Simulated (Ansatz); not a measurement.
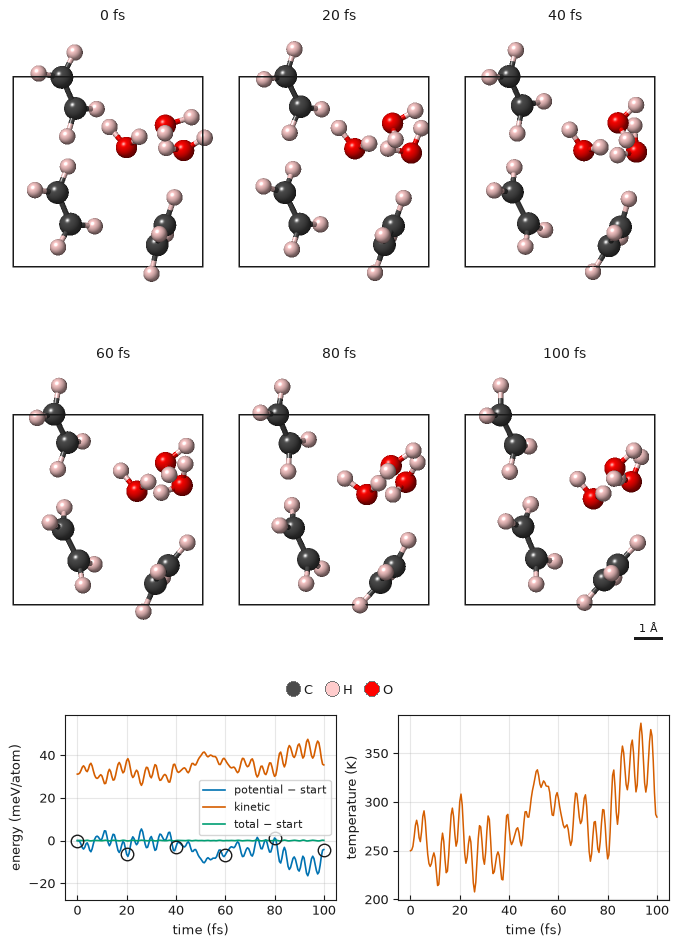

Molecular dynamics of a periodic cell with 3 C2H4 + 3 H2O at 0.683 g/cm³, 100 fs long. It starts from the last geometry of an earlier run, with fresh velocities. Frames and the history of the run. A ball-and-stick model of the simulation cell, seen along the a axis.

All numbers below come from DFT PBE, scalar-relativistic, plane waves, PAW (Ansatz). Settings: plane-wave cutoff 150 eV; k-point mesh 1 × 1 × 1; Fermi-Dirac smearing 0.05 eV; low-accuracy preset; constant energy (NVE); velocities drawn for 250 K; time step 0.5 fs.

Input
```yaml
accuracy: low
crystal:
  lattice:
    - [6.952053, 0.0, 0.0]
    - [0.0, 6.952053, 0.0]
    - [0.0, 0.0, 6.952053]
  atoms:
    - { symbol: C, position: [0.02609048, 0.32866493, 0.83359195] }
    - { symbol: C, position: [0.09660223, 0.25700465, 0.99710835] }
    - { symbol: H, position: [0.05547015, 0.28493842, 0.68667181] }
    - { symbol: H, position: [-0.08310135, 0.4399833, 0.83016827] }
    - { symbol: H, position: [0.1948364, 0.13472467, 1.01781583] }
    - { symbol: H, position: [0.04521198, 0.3243486, 1.12822174] }
    - { symbol: C, position: [0.61216253, 0.23320932, 0.39061597] }
    - { symbol: C, position: [0.55710728, 0.30270554, 0.22415874] }
    - { symbol: H, position: [0.57705589, 0.28874762, 0.52763179] }
    - { symbol: H, position: [0.71660914, 0.11522139, 0.40345786] }
    - { symbol: H, position: [0.47076806, 0.42980313, 0.21310055] }
    - { symbol: H, position: [0.62542602, 0.23666401, 0.10209441] }
    - { symbol: C, position: [-0.16969761, 0.79956798, 0.21843906] }
    - { symbol: C, position: [-0.01547785, 0.75891294, 0.1145049] }
    - { symbol: H, position: [-0.32119953, 0.80451958, 0.17084623] }
    - { symbol: H, position: [-0.14868853, 0.85003836, 0.36501124] }
    - { symbol: H, position: [-0.01143194, 0.72902378, -0.03674953] }
    - { symbol: H, position: [0.13081233, 0.77040738, 0.17142248] }
    - { symbol: O, position: [0.02493298, 0.89819344, 0.61228202] }
    - { symbol: H, position: [0.07054139, 1.0091778, 0.67869261] }
    - { symbol: H, position: [0.12775671, 0.8068982, 0.62584753] }
    - { symbol: O, position: [0.63838269, 0.80232189, 0.74492409] }
    - { symbol: H, position: [0.61673344, 0.9399558, 0.78739768] }
    - { symbol: H, position: [0.77529336, 0.80014403, 0.70340743] }
    - { symbol: O, position: [0.2972515, 0.59727833, 0.62783898] }
    - { symbol: H, position: [0.26570544, 0.50783583, 0.73595907] }
    - { symbol: H, position: [0.40239711, 0.66500095, 0.68440446] }
basis:
  ecutwfc: 150.0
kpoints:
  mp_grid: { grid: [1, 1, 1] }
hamiltonian:
  xc: pbe
scf:
  occupations: { method: fermi_dirac, width: 0.05 }
  lower_state_search: "off"
  max_iter: 69
md:
  timestep: 0.5
  n_steps: 200
  ensemble: nve
  temperature: 250.0
  initial_velocities: maxwell_boltzmann
  seed: 587956
```

Run as
```bash
ansatz run input.yaml --threads 1 --pin off --max-ram 3072MiB --backend cpu --events-out ev --progress --plain --runs-dir out
```

> What happens in this trajectory?

The mean temperature in the second half is 304 K (standard deviation 33 K). The potential energy in the second half lies on average 6.7 meV per atom below the first frame. Root-mean-square distances from the starting positions over the second half, with the common drift of all atoms taken out: H 0.56 Å, O 0.39 Å, C 0.36 Å. The heavy atoms stay within a fraction of a molecule's size of their starting places; so short a run doesn't tell a liquid from a solid. The plane-wave cutoff is below what these potentials need, so energies and forces are off.

Limits of the set-up: the cutoff lies below the recommended one; the program's low-accuracy preset was used; the periodic images lie only 7.0 Å apart, so the values are limited by the cell's size.

The run took 38 s on 1 thread of AMD EPYC 9R45 96-Core Processor (Zen 5), with other jobs on the host, peak memory 0.33 GiB.
